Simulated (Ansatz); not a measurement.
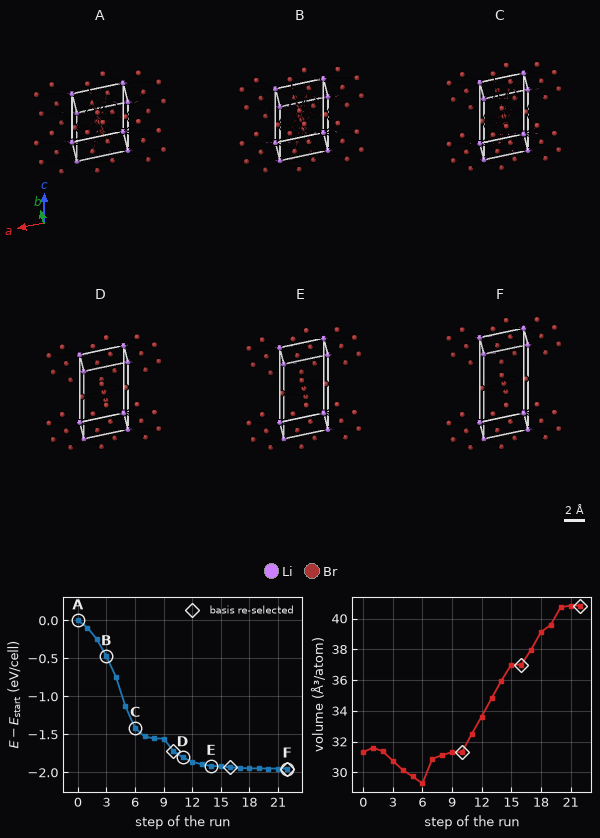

Frames of a relaxation of a crystal of LiBr₅ (a generated structure, set up in P6/mmm), marked on the history of the run. A ball-and-stick model of the cell of the calculation, seen from a free direction.

The calculation used DFT PBE, scalar-relativistic, plane waves, PAW in Ansatz 0.2.0. Set-up: plane-wave cutoff 420 eV; k-point mesh 6 × 6 × 8; occupations gaussian; smearing width 0.1 eV; no spin polarisation; cell and atoms relaxed; force threshold 0.01 eV/Å; at most 80 steps.

**What happens along the run?**

No atom moves by more than 0.005 Å relative to the cell. Cell: a = b 6.412 → 5.537 Å (−13.7 %), c 5.277 → 9.229 Å (+74.9 %). Volume +30.4 %. Some distances before and after: Br–Br 3.223 → 4.884 Å, Br–Li 3.702 → 3.197 Å, Br–Br 3.702 → 3.197 Å, Br–Br 3.206 → 2.768 Å. The space group stays P6/mmm (No. 191). After 19 accepted moves (22 points after the start) the energy has fallen by 1.949 eV per cell of the calculation. All forces vanish by symmetry, so only the cell relaxes. The pressure goes from 0.41 to 0.00 GPa. At 3 points the geometry stayed and the basis and grid were re-selected for the new cell (energy shift of 0.159 eV per cell of the calculation at most each time). From step 0 to 3: volume −1.8 %, energy −0.471 eV per cell of the calculation. From step 3 to 6: volume −4.8 %, energy −0.942 eV per cell of the calculation. From step 6 to 11: volume +11.0 %, energy −0.388 eV per cell of the calculation. From step 11 to 14: volume +10.7 %, energy −0.113 eV per cell of the calculation. From step 14 to 22: volume +13.5 %, energy −35.3 meV per cell of the calculation.
